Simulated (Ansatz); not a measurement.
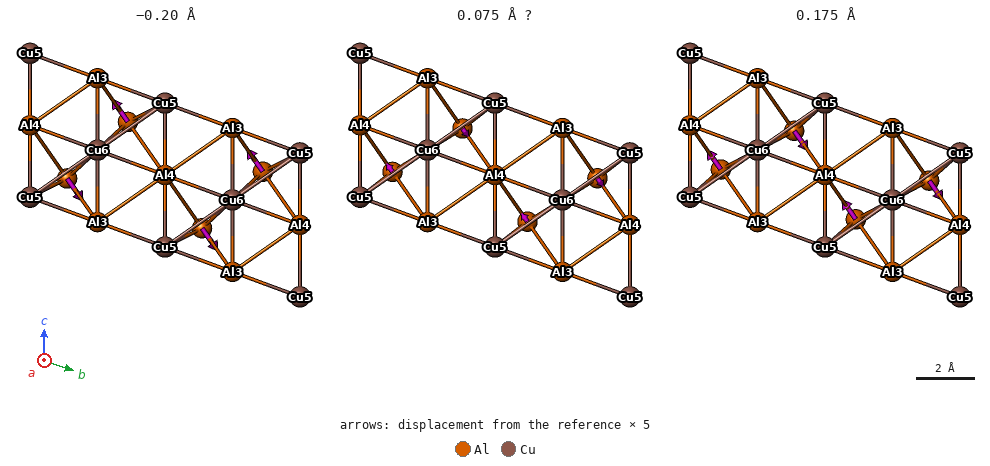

A scan of a crystal of Al2Cu (P4/mmm): a normal mode of wave vector (0, 1/2, 1/2) of the primitive cell, folded into a doubled cell, is frozen in with the cell fixed, the amplitude being the largest displacement of an atom. A ball-and-stick model of the cell of the calculation, repeated 1 × 2 × 1 with one cell outlined, seen along the a axis. Purple arrows: displacements from the reference.

The calculation used DFT PBEsol, scalar-relativistic, plane waves, PAW (Ansatz). (plane-wave cutoff 420 eV; k-point mesh 12 × 10 × 10; occupations gaussian; smearing width 0.15 eV; no spin polarisation). Energies (free energies at the smearing named) are counted from the relaxed crystal.

| largest displacement (Å) | E − E(ref) (meV/cell) |
| --- | --- |
| −0.200 | 21.2 |
| −0.100 | 4.7 |
| 0.000 | 0.0 |
| 0.025 | 0.3 |
| 0.050 | 1.1 |
| 0.075 | ? |
| 0.125 | 7.4 |
| 0.150 | 11.0 |
| 0.175 | 15.5 |

> Estimate the missing energy from the other rows, and compare with the calculation.

A straight line between the two neighbours gives 3.2 meV/cell. A cubic through the four nearest rows (0.025, 0.050, 0.125, 0.150) gives, with Lagrange weights, (−0.3000)(0.3) + (1.0000)(1.1) + (0.5000)(7.4) + (−0.2000)(11.0) = 2.5 meV/cell. The calculation gives 2.6 meV/cell, so the cubic is 0.1 meV/cell too low and the straight line 0.6 meV/cell too high, as the curve bends upwards here.

The whole profile:

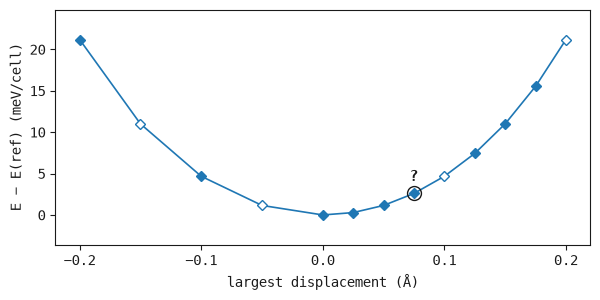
